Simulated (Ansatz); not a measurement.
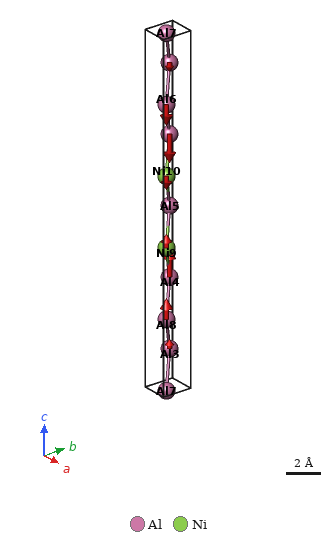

This is a relaxation of a crystal of Al₄Ni (a generated structure, set up in P-6m2) (coarse preliminary run). The starting structure is drawn; red arrows show the displacements (the part carried along by the change of the cell is left out), magnified 3 times.

The picture is a ball-and-stick view of the cell of the calculation, seen slightly off an axis.

Theory: DFT PBE, scalar-relativistic, plane waves, PAW (Ansatz 0.2.0). Settings: plane-wave cutoff 420 eV; k-point mesh 6 × 6 × 1; occupations gaussian; smearing width 0.1 eV; collinear spin; cell and atoms relaxed; force threshold 0.04 eV/Å; at most 70 steps.

Question: Atoms of which element are displaced furthest, and by how much?

Answer: Aluminium: up to 0.61 Å, against 0.29 Å for nickel.

Question: What did the optimiser do to the structure, and how much energy did it gain?

Answer: The largest moves relative to the cell, 0.61 Å, are those of Al atoms. By element the largest moves are Al 0.61 Å, Ni 0.29 Å. The volume changes by +3.0 %, with a = b 2.753 → 2.817 Å (+2.3 %), c 22.096 → 21.740 Å (−1.6 %). Some distances before and after: Al–Ni 2.722 → 2.467 Å, Al–Ni 2.722 → 2.490 Å, Al–Al 2.722 → 2.918 Å, Al–Al 2.722 → 2.873 Å. The space group stays P-6m2 (No. 187). Over 4 accepted moves (5 points after the start) the energy falls by 140 meV per atom. The largest force component goes from 1.8 to 0.017 eV/Å. Pressure: 2.61 GPa at the start and 0.12 GPa at the end. The SCF was repeated once at an unchanged geometry on a basis and grid sized afresh for the cell, which shifted the energy by 0.3 meV per atom at most. The program noted that the starting moments weren't kept. The run took 79 s on 1 thread of Arm Neoverse V2 (shared host), peak memory 0.4 GiB.

Limits of the set-up: the k-point mesh is coarse for a cell with partly filled bands.
